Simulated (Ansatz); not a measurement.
# ZrO2: single-point calculation

- system: ZrO2 (Fm-3m, 3 atoms in the cell)
- method: DFT, r2SCAN, plane waves, PAW, no spin polarisation (Ansatz 0.2.0)

The structure was built on a prototype by a generator. The geometry comes from this level: r2SCAN. It belongs to a series of runs on one base structure; here: volume -3%. Figures and captions count atoms from 1; the log counts them from 0 in places.

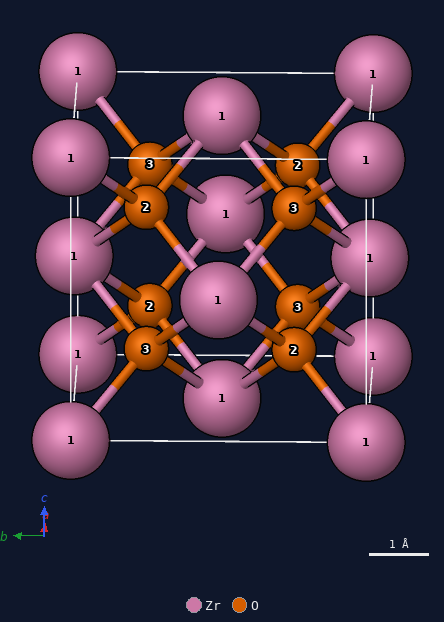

Fig. 1: The structure (ball-and-stick view of the cell 4 times as large as that of the calculation, set on its symmetry axes, seen at an oblique angle; atoms are numbered from 1 in the order of the input).

Summary

| quantity | value |
| --- | --- |
| outcome | converged |
| space group (tolerance 0.01 Å) | Fm-3m (225) |
| electrons treated | 24 |
| free energy | −5338.0344 eV |
| Fermi energy | 12.344 eV |
| gap on the k-point mesh | 3.98 eV |
| pressure | 8.32 GPa |
| largest force (length of the vector) | under 0.001 eV/Å |
| hardware | 2 threads of Arm Neoverse V1, 24 GiB of memory available, shared host |
| wall time | 1.6 s (CPU time 2.9 s) |
| peak memory | 0.37 GiB |

Remarks

The cell is under a pressure of 8.3 GPa at this level, so it is not at its equilibrium volume.

Input file
```yaml
crystal:
  lattice:
    - [0.0, 2.5190076529, 2.5190076529]
    - [2.5190076529, 0.0, 2.5190076529]
    - [2.5190076529, 2.5190076529, 0.0]
  atoms:
    - { symbol: Zr, position: [0.0, 0.0, 0.0] }
    - { symbol: O, position: [0.25, 0.25, 0.25] }
    - { symbol: O, position: [0.75, 0.75, 0.75] }
kpoints:
  mp_grid: { grid: [8, 8, 8] }
hamiltonian:
  xc: r2scan
scf:
  occupations: { method: fixed }
  n_extra_bands: 4
output:
  forces: true
  stress: true
  eigenvalues: true
```

Launched with:
```bash
ansatz run input.yaml --threads 2 --pin off --max-ram 3686MiB --backend cpu --events-out ev --progress --plain --runs-dir out
```

Log
```
scf.n_extra_bands = 4 over 12 filled bands (N_el = 24.0): the run solves 16 bands
Engine: ansatz 0.2.0, aarch64-unknown-linux-gnu
Pseudopotentials: kind: paw
Pseudopotential: Zr, paw, valence charge 12, recommended cutoff 500 eV (meta_gga), Zr.paw.azcp
Pseudopotential: O, paw, valence charge 6, recommended cutoff 500 eV (meta_gga), O.paw.azcp
Functional definition: r2SCAN
  parameter k0 = 0.174
  parameter k1 = 0.065
  parameter a1 = 4.9479
  exchange = r2scan_x(k0 = k0, k1 = k1, a1 = a1)
  correlation = r2scan_c
Crystal: 3 atoms, lattice volume = 31.968 Å³
Basis set: ecut = 500 eV, 869 PW (Γ), exchange–correlation on 108×108×108 points (64 copies of the dense FFT grid, shifted against one another)
Bands: 16, of which v1, the nominal top of the filled ones, is band 12 counted from 1 (11 counted from 0)
Symmetry: 48 space group operations
Space group: Fm-3m (ITA 225), of the structure as read, at distance tolerance 3.2e-5 Å
k-points: 29 of 512
Non-local potential: Zr, projectors of the file, l = 0: 3, l = 1: 2, l = 2: 2, l = 3: 2
Non-local potential: O, projectors of the file, l = 0: 2, l = 1: 2, l = 2: 1
PAW form: soft (Blöchl's): semilocal exchange-correlation on the pseudo side does not see the compensation charge
PAW frozen core: Zr, regenerated for the run's functional (the file was generated under x = pbe(κ = 0.804, μ = 0.2195149727645171), c = pbe(β = 0.06672455060314922))
PAW frozen core: O, regenerated for the run's functional (the file was generated under x = pbe(κ = 0.804, μ = 0.2195149727645171), c = pbe(β = 0.06672455060314922))
PAW one-centre angular grid: Zr, 590 points (default); XC on 160 Gauss nodes
PAW one-centre angular grid: O, 302 points (default); XC on 160 Gauss nodes
Initial density: superposition of atomic densities (neutral atoms: chi_scale 0, normalization atom), corrected by the library's trained network
Initial wavefunctions: pseudopotential atomic-orbital guess
Functional: x = r2scan, c = r2scan; τ floored in thin density (d = 2e-4 eV/Å³)
SCF iter   1: F=—  HF=-5337.961465 eV  |F-HF|=—  |Δ(HF+E_count)|=         —  Δρ=1.62e-2  dr2=1.01e-1  dr2_τ=2.07e-1  ethr=1.77e-3  ⟨swp⟩=4.0  Hψ=2108  notcnv=0  defer=56
preconditioner: auto → none  [insulator: Δε(μ)=4.316 eV  Ē_g=18.616 eV  n_scr=14 (ndim 8)  ℏωp=30.8 eV  f_vac=0.021  ε∞_Penn≈3.7]
SCF iter   2: F=—  HF=-5338.039187 eV  |F-HF|=—  |Δ(HF+E_count)|=   7.77e-2  Δρ=1.14e-2  dr2=2.22e-2  dr2_τ=9.02e-3  ethr=4.20e-4  ⟨swp⟩=2.0  Hψ=982  notcnv=0  defer=58
SCF iter   3: F=—  HF=-5338.034104 eV  |F-HF|=—  |Δ(HF+E_count)|=   5.08e-3  Δρ=3.33e-3  dr2=1.50e-3  dr2_τ=2.21e-4  ethr=9.26e-5  ⟨swp⟩=2.0  Hψ=724  notcnv=0  defer=58
SCF iter   4: F=—  HF=-5338.034393 eV  |F-HF|=—  |Δ(HF+E_count)|=   2.89e-4  Δρ=7.72e-4  dr2=7.06e-5  dr2_τ=1.93e-5  ethr=6.26e-6  ⟨swp⟩=2.3  Hψ=730  notcnv=0  defer=58
SCF iter   5: F=—  HF=-5338.034403 eV  |F-HF|=—  |Δ(HF+E_count)|=   1.05e-5  Δρ=9.34e-5  dr2=6.71e-7  dr2_τ=2.25e-7  ethr=2.94e-7  ⟨swp⟩=2.3  Hψ=698  notcnv=0  defer=3
SCF iter   6: F=-5338.034404 eV  HF=-5338.034405 eV  |F-HF|=1.40e-8  |Δ(HF+E_count)|=   1.08e-6  Δρ=1.05e-5  dr2=2.50e-8  dr2_τ=5.59e-9  ethr=4.17e-10  ⟨swp⟩=7.2  Hψ=2478  notcnv=0
SCF 1 converged in 6 iterations: F = -5338.034404 eV  dr2 = 2.50e-8
  greatest PAW one-centre occupation: 0.990 electrons in one spin orbital (limit 2), on the Zr atom at site 0 (counted from 0), in its partial waves of l = 1
```

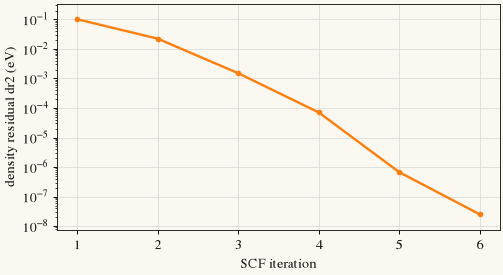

Fig. 2: Convergence of the self-consistent field: density residual dr2 against the SCF iteration. The residual falls at every step.

```
SCF converged after 6 iterations
Free energy (F): -5338.034404 eV
Harris-Foulkes:  -5338.034405 eV  (|F-HF|=1.40e-8)
Internal energy: -5338.034404 eV  (E = F + TS)
E sigma→0 (E₀):  -5338.034404 eV
Fermi energy:    12.343893 eV
--- Per-component energies (eV) ---
  E_band       = -68.477845
  E_kinetic    = 692.398676
  E_local      = -1116.177650  (includes V_loc(G=0)·N_el)
  E_nonlocal   = 169.414460
  E_hartree    = 370.328455
  E_xc         = -306.495447
  E_vxc        = -427.493676  (∫ρ·V_xc dr)
  E_paw        = -3289.807040  (= ΣΔE_a)
  E_vpaw       = -153.073546  (= ΣTr[D̂ρ^β])
  E_aug_tail   = 0.002124  (compensation charges beyond the density's cutoff)
  E_vtau       = 25.794290  (kinetic-family band-sum trace: ∫τ·v_τ [+ j·A + Jᵃ·Aᵃ] dr)
  E_ewald      = -1857.469359
  E_core_change = -0.228623  (= ΣΔE_core)
  E_smearing   = -0.000000  (= −TS)
  E_closure    = 0.000000  (closes the sum)
  Σ components = -5338.034404   (vs F -5338.034404, Δ=0.00e0)
--- Forces (eV/Å), atoms counted from 1 ---
  atom   1  Zr    -0.00000000     0.00000000    -0.00000000
  atom   2  O      0.00000000    -0.00000000    -0.00000000
  atom   3  O      0.00000000     0.00000000    -0.00000000
  max |Σ_I F_I| component: 8.10e-18 eV/Å
--- Stress (GPa, compression-positive) ---
        8.324622       0.000000       0.000000
        0.000000       8.324622      -0.000000
       -0.000000       0.000000       8.324622
  P = ⅓ Tr σ = 8.3246 GPa (83.246 kbar)
--- Band table (eV; the first three rows and the last of 29) ---
  k-point 0: bands = ["-37.0823", "-14.1755", "-14.1755", "-14.1755", "-6.9999", "-4.3607", "6.8442", "6.8442", "6.8442", "11.7840", "11.7840", "11.7840", "16.3245", "16.3245", "19.7682", "22.7028"]
  k-point 1: bands = ["-37.0739", "-14.3152", "-14.1874", "-14.1874", "-6.7539", "-4.5240", "7.0038", "7.0038", "7.2900", "11.4185", "11.5082", "11.5082", "16.6121", "16.6121", "20.2182", "22.1493"]
  k-point 2: bands = ["-37.0535", "-14.6245", "-14.2162", "-14.2162", "-6.2474", "-4.7974", "7.3960", "7.3960", "8.3369", "10.6807", "11.0114", "11.0114", "17.0327", "17.0327", "19.9184", "21.9894"]
  k-point 28: bands = ["-37.0053", "-14.7518", "-14.7518", "-14.3811", "-5.1259", "-5.1259", "7.4258", "7.5148", "9.8717", "9.8717", "10.9267", "12.1218", "17.4044", "17.6139", "19.4587", "19.4587"]
```
